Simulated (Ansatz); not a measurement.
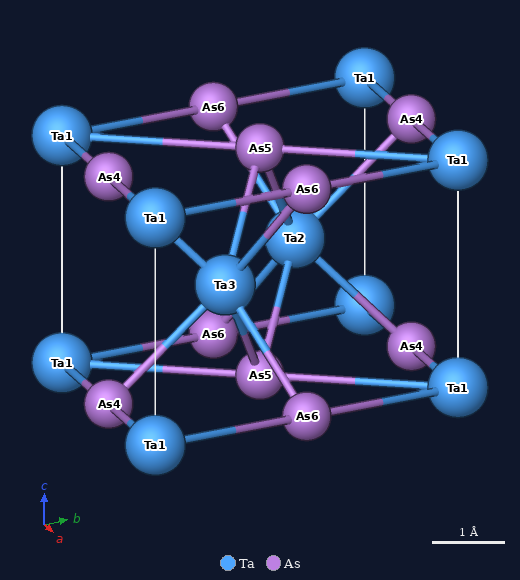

The starting point is a symmetric starting cell of TaAs (made from another compound by putting As in place of N). The picture is a ball-and-stick view of the cell of the calculation, seen slightly off an axis.

Method: DFT PBEsol, scalar-relativistic, plane waves, PAW in Ansatz. (plane-wave cutoff 420 eV; k-point mesh 9 × 9 × 10; occupations gaussian; smearing width 0.1 eV; no spin polarisation)

Now this is done to it. The cell is strained by +7.9 % along c and −1.1 % across it (volume +5.5 %), the atoms keeping their fractional coordinates. No relaxation follows. The starting cell wasn't computed here and needn't be at equilibrium, so pressure and forces aren't due to the change alone.

The input:
```yaml
crystal:
  lattice:
    - [5.7392574319, 0.0, 0.0]
    - [-2.869628716, 4.9703427349, 0.0]
    - [0.0, 0.0, 3.5118510507]
  atoms:
    - { symbol: Ta, position: [0.0, 0.0, 0.0] }
    - { symbol: Ta, position: [0.3333333333, 0.6666666667, 0.5] }
    - { symbol: Ta, position: [0.6666666667, 0.3333333333, 0.5] }
    - { symbol: As, position: [0.5, 0.0, 0.0] }
    - { symbol: As, position: [0.5, 0.5, 0.0] }
    - { symbol: As, position: [0.0, 0.5, 0.0] }
basis:
  ecutwfc: 420
kpoints:
  mp_grid: { grid: [9, 9, 10] }
hamiltonian:
  xc: pbesol
scf:
  occupations: { method: gaussian, width: 0.1 }
output:
  forces: true
  stress: true
  eigenvalues: true
  populations: true
```

Q: What is the effect?

A: The pressure is 26.6 GPa (not all of it need come from the change, since the unchanged cell can be under pressure at this level too). The principal stresses (compression positive) are 36.0 GPa along c and 21.9 GPa across it. All forces vanish by symmetry. Among the bonded contacts that change: As–Ta 2.336 → 2.414 Å, As–Ta 2.902 → 2.870 Å. The space group stays P6/mmm (No. 191).

Drawn alike, the variant:

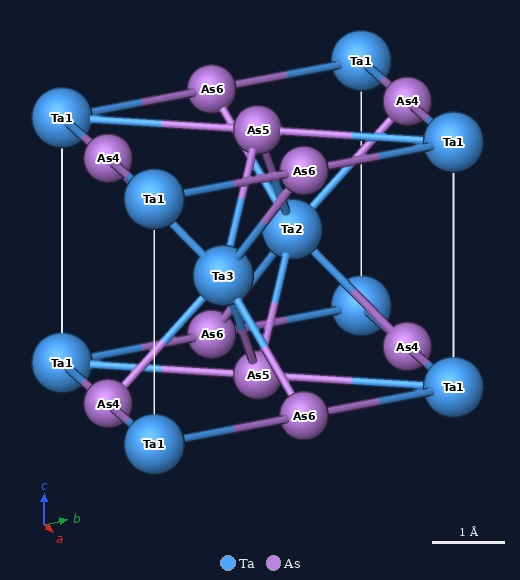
